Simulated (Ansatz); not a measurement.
System: Ti₃Si.

Input

```
crystal:
  lattice:
    - [0.0, 3.144356, 3.144356]
    - [3.144356, 0.0, 3.144356]
    - [3.144356, 3.144356, 0.0]
  atoms:
    - { symbol: Ti, position: [0.75, 0.75, 0.75], spin: 0.19 }
    - { symbol: Ti, position: [0.25, 0.25, 0.25], spin: 0.19 }
    - { symbol: Ti, position: [0.0, 0.0, 0.0], spin: 0.88 }
    - { symbol: Si, position: [0.5, 0.5, 0.5] }
basis:
  ecutwfc: 520.0
kpoints:
  mp_grid: { grid: [12, 12, 12] }
hamiltonian:
  xc: pbesol
  pseudopotentials: { kind: paw, azcp: { folder: soft_1 } }
scf:
  occupations: { method: gaussian, width: 0.1 }
output:
  forces: true
  stress: true
  eigenvalues: true
  populations: true
  write_density: true
  write_potential: true
  elf: true
  volumetric_format: npy
magnetization:
  spin_polarized: true
relax:
  adjacent_minimum: "off"
  f_tol: 0.005
  max_steps: 80
  cell: { stress_tol: 0.05 }
```

Launched as:

```sh
ansatz run input.yaml --threads 4 --pin off --max-ram 8192MiB --backend cpu --events-out ev --progress --plain --runs-dir out
```

Below, planes, directions and counts refer to the conventional cell (a = 6.22 Å, b = 6.22 Å, c = 6.22 Å, α = 90.00°, β = 90.00°, γ = 90.00°).

The fields are those of the relaxed geometry.

Space group Fm-3m; a structure from a database of computed crystals, not necessarily the ambient phase; the SCF solution may not be the lowest one; PAW files of the earlier set (soft_1); spin-polarised.

Theory: DFT PBEsol, scalar-relativistic, plane waves, PAW in Ansatz 0.2.0.

What can the converged valence pseudo-density, electron localisation function and spin density tell about the bonding?

Ti–Ti (2.69 Å): ρ at the midpoint is about 0.24 e/Å³; the ELF is about 0.20 at the midpoint; no localised pair shows between them.
Ti–Si (2.69 Å): the density is about 0.26 e/Å³ at the midpoint; the ELF peaks at about 0.65 in the valence shell of Si, 0.9 Å from its nucleus, and is about 0.30 at the midpoint.
Ti–Si (3.11 Å): ρ is about 0.21 e/Å³ halfway; the ELF peaks at about 0.75 in the valence shell of Si, 1.0 Å from its nucleus, and is about 0.50 at the midpoint.
The spin density sits on Ti: +0.7 μB (×4) in one cell of 16 atoms: parallel main moments, as they must be, since the calculation's own cell holds one magnetic site. The cell of the calculation (4 atoms) carries 1.4 μB of net spin moment.

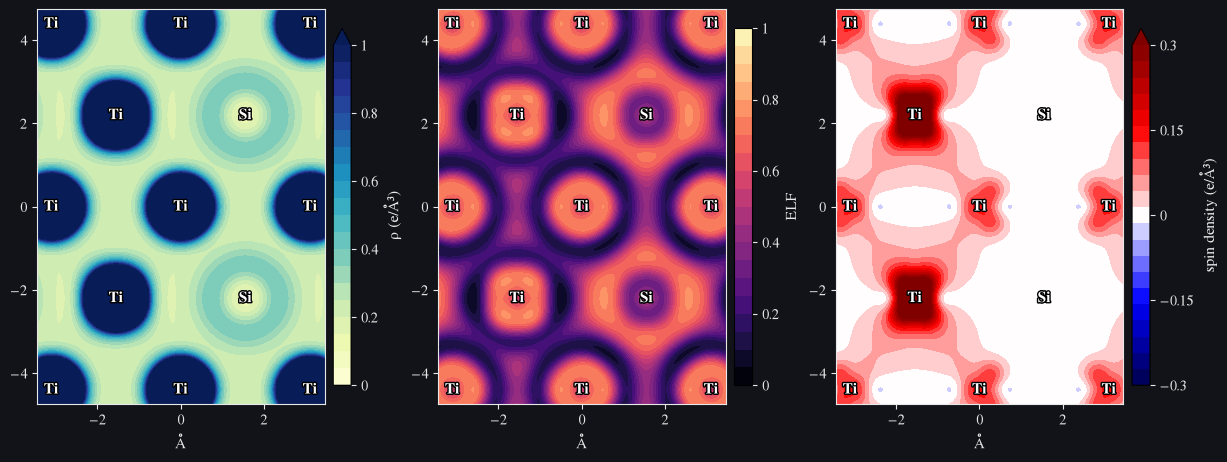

Computed valence pseudo-density, electron localisation function and spin density on the (101) plane of the conventional cell, in this order. 
